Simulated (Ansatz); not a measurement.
Run report: Pt₁₁S₂₄, geometry relaxation (part 1 of 3)

The run: geometry relaxation of Pt₁₁S₂₄ (defect cell, 35 atoms in the cell). Method and program: DFT PBE+D3(BJ), scalar-relativistic, plane waves, PAW, no spin polarisation (Ansatz 0.2.0).

The structure derives from an entry of the Crystallography Open Database. It belongs to a series of runs on one base structure; here: Pt vacancy, atoms relaxed. Figures and captions count atoms from 1; the log counts them from 0 in places.

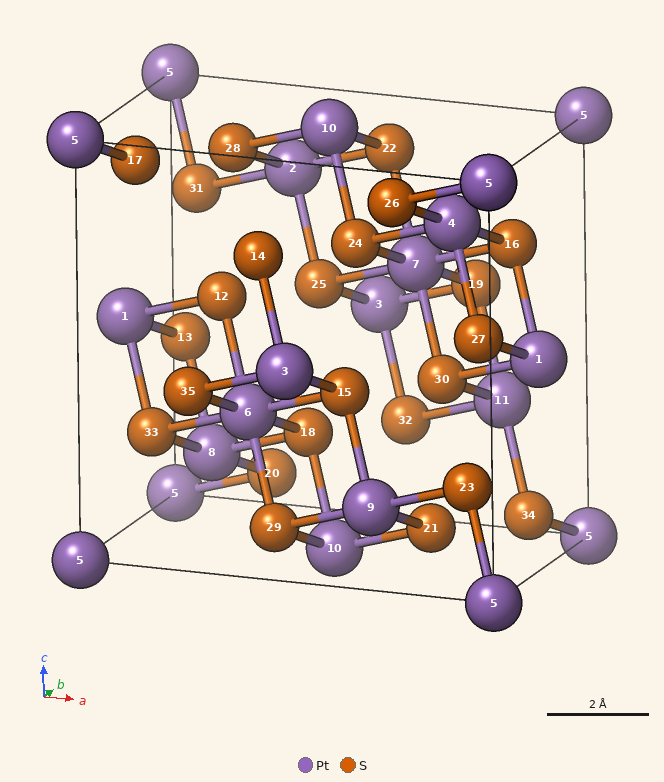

*The input geometry (ball-and-stick view of the cell of the calculation, seen slightly off an axis; atoms are numbered from 1 in the order of the input).*

Near neighbours in the crystal (not all of them lie inside the picture): Pt has 6 S at 2.39 Å; S has 2 Pt at 2.39 Å; S has 3 Pt at 2.39 Å.

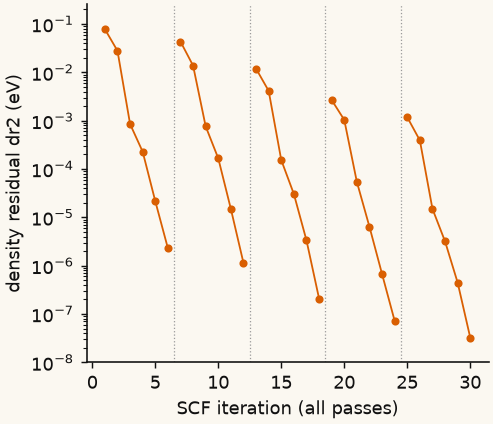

*Convergence of the self-consistent field: density residual dr2 against the SCF iteration. The dotted lines part the SCF passes of the relaxation: geometry steps, rejected trials and re-solves on a re-selected basis.*

The 5 passes take 6 iterations each, 30 in all.

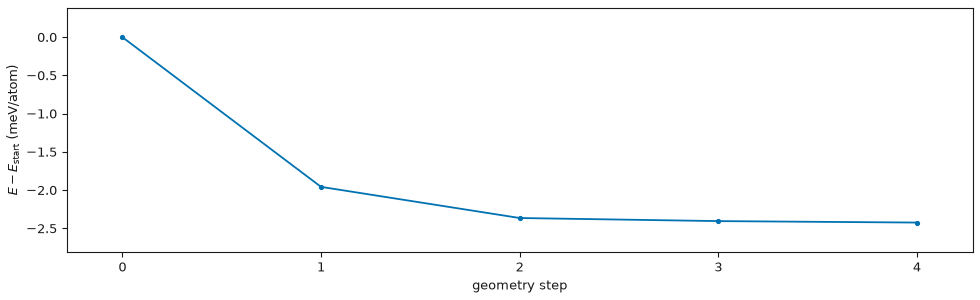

*Progress of the relaxation, step by step (the first geometry is step 0 here and step 1 in the log).*

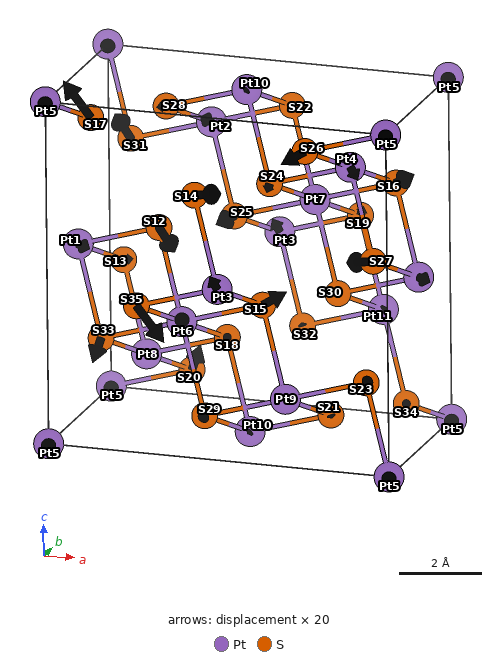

*The starting structure with the displacements as black arrows, magnified 20 times (ball-and-stick view of the cell of the calculation, seen slightly off an axis).*

The largest moves, 0.058 Å, are those of S12, S14, S17, S27, S31 and S35. By element the largest moves are S 0.058 Å, Pt 0.019 Å. The lattice vectors keep their values. Among the contacts that change: Pt1–S12 2.395 → 2.365 Å, Pt1–S27 2.395 → 2.367 Å, Pt1–S16 2.395 → 2.415 Å, Pt1–S30 2.395 → 2.407 Å. Among the angles that change: S17–Pt5–S31 83.1° → 86.0°. After 4 geometry steps the energy has fallen by 2.4 meV per atom. The largest force component goes from 0.46 to 0.0071 eV/Å. (Atoms are counted from 1 in the order of the input.)

The input and output of the run follow.

**Input**
```yaml
crystal:
  lattice:
    - [7.166616675, 0.0, 4.662274322]
    - [-3.5833083375, 6.2064720997, 4.662274322]
    - [-3.5833083375, -6.2064720997, 4.662274322]
  atoms:
    - { symbol: Pt, position: [1.0, 0.5, 0.5] }
    - { symbol: Pt, position: [0.3333333333, 0.8333333333, 0.8333333333] }
    - { symbol: Pt, position: [0.5, 1.0, 0.5] }
    - { symbol: Pt, position: [0.8333333333, 0.3333333333, 0.8333333333] }
    - { symbol: Pt, position: [1.0, 0.0, 1.0] }
    - { symbol: Pt, position: [0.3333333333, 0.3333333333, 0.3333333333] }
    - { symbol: Pt, position: [0.6666666667, 0.6666666667, 0.6666666667] }
    - { symbol: Pt, position: [0.1666666667, 0.6666666667, 0.1666666667] }
    - { symbol: Pt, position: [0.6666666667, 0.1666666667, 0.1666666667] }
    - { symbol: Pt, position: [0.5, 0.5, 0.0] }
    - { symbol: Pt, position: [0.8333333333, 0.8333333333, 0.3333333333] }
    - { symbol: S, position: [0.2529172476, 0.4195839143, 0.586250581] }
    - { symbol: S, position: [0.086250581, 0.7529172476, 0.4195839143] }
    - { symbol: S, position: [0.4195839143, 0.086250581, 0.7529172476] }
    - { symbol: S, position: [0.586250581, 0.2529172476, 0.4195839143] }
    - { symbol: S, position: [0.9195839143, 0.586250581, 0.7529172476] }
    - { symbol: S, position: [0.086250581, 0.2529172476, 0.9195839143] }
    - { symbol: S, position: [0.4195839143, 0.586250581, 0.2529172476] }
    - { symbol: S, position: [0.7529172476, 0.9195839143, 0.586250581] }
    - { symbol: S, position: [0.2529172476, 0.9195839143, 0.086250581] }
    - { symbol: S, position: [0.7529172476, 0.4195839143, 0.086250581] }
    - { symbol: S, position: [0.586250581, 0.7529172476, 0.9195839143] }
    - { symbol: S, position: [0.9195839143, 0.086250581, 0.2529172476] }
    - { symbol: S, position: [0.5804160857, 0.413749419, 0.7470827524] }
    - { symbol: S, position: [0.413749419, 0.7470827524, 0.5804160857] }
    - { symbol: S, position: [0.7470827524, 0.0804160857, 0.913749419] }
    - { symbol: S, position: [0.913749419, 0.2470827524, 0.5804160857] }
    - { symbol: S, position: [0.2470827524, 0.5804160857, 0.913749419] }
    - { symbol: S, position: [0.413749419, 0.2470827524, 0.0804160857] }
    - { symbol: S, position: [0.7470827524, 0.5804160857, 0.413749419] }
    - { symbol: S, position: [0.0804160857, 0.913749419, 0.7470827524] }
    - { symbol: S, position: [0.5804160857, 0.913749419, 0.2470827524] }
    - { symbol: S, position: [0.0804160857, 0.413749419, 0.2470827524] }
    - { symbol: S, position: [0.913749419, 0.7470827524, 0.0804160857] }
    - { symbol: S, position: [0.2470827524, 0.0804160857, 0.413749419] }
basis:
  ecutwfc: 420
kpoints:
  mp_grid: { grid: [3, 3, 3] }
hamiltonian:
  xc: pbe
  dispersion: d3bj
scf:
  occupations: { method: gaussian, width: 0.1 }
output:
  forces: true
  stress: true
  eigenvalues: true
  write_density: true
  write_potential: true
  elf: true
  volumetric_format: npy
relax:
  adjacent_minimum: "off"
  f_tol: 0.02
  max_steps: 50
```

Launch command:
```bash
ansatz run input.yaml --threads 4 --pin off --max-ram 2560MiB --backend cpu --events-out ev --progress --plain --runs-dir out
```

**Log**
```
Warning: output.stress: scf.convergence.dr2_threshold = 1e-7 eV (the SCF's general default) is looser than the 3.5e-9 eV advised for a printed stress (1e-10 eV for each atom of the cell: 35). What an SCF threshold leaves in a stress goes as its square root, and in the free energy as the threshold itself, and one threshold admits the most on a small cell: of the crystals measured, under no hybrid functional and no lock of the moments, on runs that ended without the residual-converged pass, on stresses that held no estimate of that error, the worst erred by over 100 MPa in a component at 1e-7 eV an atom and by under 5 at 1e-10. Every solve of this run answers to scf.convergence.dr2_threshold, and the tensor of one is reported: a single SCF on the reported geometry and on this run's grids (its basis.xc_grid and basis.ecutrho_ratio typed), with scf.convergence.dr2_threshold at 3.5e-9 eV or tighter, prints it and tightens no other solve. Else set scf.convergence.dr2_threshold to 3.5e-9 eV or tighter. The threshold is an SCF's pass mark: one that does not reach it within its budget of iterations ends unconverged, or closes short of it on a stop that the run arms, and scf.convergence.dr2_threshold's page says what that costs each kind of run
Engine: ansatz 0.2.0, x86_64-unknown-linux-gnu
Pseudopotentials: kind: paw
Pseudopotential: Pt, paw, valence charge 18, recommended cutoff 420 eV (normal), Pt.paw.azcp
Pseudopotential: S, paw, valence charge 6, recommended cutoff 420 eV (normal), S.paw.azcp
Functional definition: PBE
  parameter kappa = 0.804
  parameter beta = 0.06672455060314922
  exchange = pbe_x(kappa = kappa, mu = beta*pi^2/3)
  correlation = pbe_c(beta = beta)
Crystal: 35 atoms, lattice volume = 622.126 Å³
Basis set: ecut = 420 eV, 12213 PW (Γ), exchange–correlation on 120×120×120 points (8 copies of the dense FFT grid, shifted against one another)
Bands: 206, of which v1, the nominal top of the filled ones, is band 171 counted from 1 (170 counted from 0)
Symmetry: 6 space group operations
Space group: R-3 (ITA 148), of the structure as read, at distance tolerance 8.5e-5 Å
k-points: 6 of 27
Non-local potential: Pt, projectors of the file, l = 0: 3, l = 1: 2, l = 2: 2, l = 3: 1
Non-local potential: S, projectors of the file, l = 0: 2, l = 1: 2, l = 2: 2
PAW form: soft (Blöchl's): semilocal exchange-correlation on the pseudo side does not see the compensation charge
PAW one-centre angular grid: Pt, 590 points (default); XC on 64 Gauss nodes
PAW one-centre angular grid: S, 110 points (default); XC on 64 Gauss nodes
Initial density: superposition of atomic densities (neutral atoms: chi_scale 0, normalization atom), corrected by the library's trained network
Initial wavefunctions: pseudopotential atomic-orbital guess
Functional: x = pbe(κ = 0.804, μ = 0.2195149727645171), c = pbe(β = 0.06672455060314922)
SCF iter   1: F=—  HF=-159425.638973 eV  |F-HF|=—  |Δ(HF+E_count)|=         —  Δρ=3.25e-3  dr2=7.83e-2  ethr=1.77e-3  ⟨swp⟩=5.5  Hψ=4515  notcnv=0  defer=25
preconditioner: auto → Kerker (q_TF=auto, 2.469 Å⁻¹)  [metal: Δε(μ)=0.017 eV  Ē_g=8.536 eV  σ=0.100 eV  W_gap=0.10  n_scr=164 (ndim 8)  ℏωp=23.7 eV  f_vac=0.005  D(μ)=18.43/eV (n_scr^D=128)]
SCF iter   2: F=—  HF=-159425.640797 eV  |F-HF|=—  |Δ(HF+E_count)|=   1.82e-3  Δρ=1.78e-3  dr2=2.79e-2  ethr=2.29e-5  ⟨swp⟩=2.0  Hψ=1666  notcnv=0  defer=26
SCF iter   3: F=—  HF=-159425.640606 eV  |F-HF|=—  |Δ(HF+E_count)|=   1.90e-4  Δρ=2.96e-4  dr2=8.52e-4  ethr=8.15e-6  ⟨swp⟩=2.0  Hψ=1719  notcnv=0  defer=26
SCF iter   4: F=—  HF=-159425.640996 eV  |F-HF|=—  |Δ(HF+E_count)|=   3.90e-4  Δρ=9.55e-5  dr2=2.28e-4  ethr=2.49e-7  ⟨swp⟩=2.5  Hψ=1809  notcnv=0  defer=26
SCF iter   5: F=—  HF=-159425.640981 eV  |F-HF|=—  |Δ(HF+E_count)|=   1.56e-5  Δρ=3.02e-5  dr2=2.16e-5  ethr=6.66e-8  ⟨swp⟩=2.0  Hψ=1686  notcnv=0  defer=26
SCF iter   6: F=-159425.640980 eV  HF=-159425.640981 eV  |F-HF|=8.59e-7  |Δ(HF+E_count)|=   7.73e-8  Δρ=9.98e-6  dr2=2.30e-6  ethr=2.92e-9  ⟨swp⟩=17.2  Hψ=10749  notcnv=0
SCF 1 converged in 6 iterations: F = -159425.640980 eV  dr2 = 2.30e-6
  greatest PAW one-centre occupation: 1.000 electrons in one spin orbital (limit 2), on the Pt atom at site 10 (counted from 0), in its partial waves of l = 0
relax step   1: F+E_penalty+E_count = -159425.64097991 eV  Δ(F+E_penalty+E_count) = +0.000e0 eV  max|allowed force component| = 4.582e-1 eV/Å  Δτ_max = 0.0000 Å  (6 SCF iters, dr2 threshold 1.00e-5 eV, accepted)
Initial density: handed on by an earlier stage of this run
Initial wavefunctions: those handed on with the density
iter 1 solved again at ethr=1.27e-5 eV; its pass at ethr=3.10e-3 eV (dr2=4.33e-2 eV) is discarded
SCF iter   1: F=—  HF=-159425.714114 eV  |F-HF|=—  |Δ(HF+E_count)|=         —  Δρ=5.09e-3  dr2=4.34e-2  ethr=1.27e-5  ⟨swp⟩=3.0  Hψ=3553  notcnv=0  defer=161
preconditioner: auto → Kerker (q_TF=auto, 2.469 Å⁻¹)  [metal: Δε(μ)=0.026 eV  Ē_g=8.532 eV  σ=0.100 eV  W_gap=0.15  n_scr=164 (ndim 8)  ℏωp=23.7 eV  f_vac=0.004  D(μ)=17.91/eV (n_scr^D=116)]
SCF iter   2: F=—  HF=-159425.711233 eV  |F-HF|=—  |Δ(HF+E_count)|=   2.88e-3  Δρ=2.74e-3  dr2=1.38e-2  ethr=1.27e-5  ⟨swp⟩=1.0  Hψ=1075  notcnv=0  defer=161
SCF iter   3: F=—  HF=-159425.710037 eV  |F-HF|=—  |Δ(HF+E_count)|=   1.20e-3  Δρ=2.01e-4  dr2=7.63e-4  ethr=4.04e-6  ⟨swp⟩=2.7  Hψ=1863  notcnv=0  defer=161
SCF iter   4: F=—  HF=-159425.709486 eV  |F-HF|=—  |Δ(HF+E_count)|=   5.51e-4  Δρ=8.49e-5  dr2=1.66e-4  ethr=2.23e-7  ⟨swp⟩=2.3  Hψ=1467  notcnv=0  defer=161
SCF iter   5: F=—  HF=-159425.709473 eV  |F-HF|=—  |Δ(HF+E_count)|=   1.32e-5  Δρ=2.66e-5  dr2=1.49e-5  ethr=4.86e-8  ⟨swp⟩=2.5  Hψ=1746  notcnv=0  defer=161
SCF iter   6: F=-159425.709474 eV  HF=-159425.709475 eV  |F-HF|=2.86e-7  |Δ(HF+E_count)|=   1.31e-6  Δρ=8.13e-6  dr2=1.14e-6  ethr=3.84e-9  ⟨swp⟩=16.5  Hψ=10142  notcnv=0
SCF 2 converged in 6 iterations: F = -159425.709474 eV  dr2 = 1.14e-6
  greatest PAW one-centre occupation: 1.000 electrons in one spin orbital (limit 2), on the Pt atom at site 5 (counted from 0), in its partial waves of l = 0
relax step   2: F+E_penalty+E_count = -159425.70947424 eV  Δ(F+E_penalty+E_count) = -6.849e-2 eV  max|allowed force component| = 1.430e-1 eV/Å  Δτ_max = 0.0428 Å  (6 SCF iters, dr2 threshold 1.31e-5 eV, accepted)
SCF iter   1: F=—  HF=-159425.725298 eV  |F-HF|=—  |Δ(HF+E_count)|=         —  Δρ=2.54e-3  dr2=1.19e-2  ethr=2.15e-5  ⟨swp⟩=2.0  Hψ=2283  notcnv=0  defer=158
preconditioner: auto → Kerker (q_TF=auto, 2.469 Å⁻¹)  [metal: Δε(μ)=0.023 eV  Ē_g=8.526 eV  σ=0.100 eV  W_gap=0.13  n_scr=164 (ndim 8)  ℏωp=23.7 eV  f_vac=0.004  D(μ)=18.22/eV (n_scr^D=128)]
SCF iter   2: F=—  HF=-159425.724584 eV  |F-HF|=—  |Δ(HF+E_count)|=   7.14e-4  Δρ=1.38e-3  dr2=4.14e-3  ethr=3.48e-6  ⟨swp⟩=1.0  Hψ=1422  notcnv=0  defer=158
SCF iter   3: F=—  HF=-159425.724292 eV  |F-HF|=—  |Δ(HF+E_count)|=   2.91e-4  Δρ=9.00e-5  dr2=1.53e-4  ethr=1.21e-6  ⟨swp⟩=2.3  Hψ=1558  notcnv=0  defer=158
SCF iter   4: F=—  HF=-159425.723727 eV  |F-HF|=—  |Δ(HF+E_count)|=   5.66e-4  Δρ=2.71e-5  dr2=3.04e-5  ethr=4.46e-8  ⟨swp⟩=2.3  Hψ=1567  notcnv=0  defer=158
SCF iter   5: F=—  HF=-159425.723725 eV  |F-HF|=—  |Δ(HF+E_count)|=   1.84e-6  Δρ=1.19e-5  dr2=3.35e-6  ethr=8.88e-9  ⟨swp⟩=2.2  Hψ=1393  notcnv=0  defer=158
SCF iter   6: F=-159425.723725 eV  HF=-159425.723725 eV  |F-HF|=3.16e-8  |Δ(HF+E_count)|=   7.10e-8  Δρ=4.10e-6  dr2=2.09e-7  ethr=3.74e-10  ⟨swp⟩=15.2  Hψ=9231  notcnv=0
SCF 3 converged in 6 iterations: F = -159425.723725 eV  dr2 = 2.09e-7
relax step   3: F+E_penalty+E_count = -159425.72372474 eV  Δ(F+E_penalty+E_count) = -1.425e-2 eV  max|allowed force component| = 2.792e-2 eV/Å  Δτ_max = 0.0180 Å  (6 SCF iters, dr2 threshold 1.28e-6 eV, accepted)
```
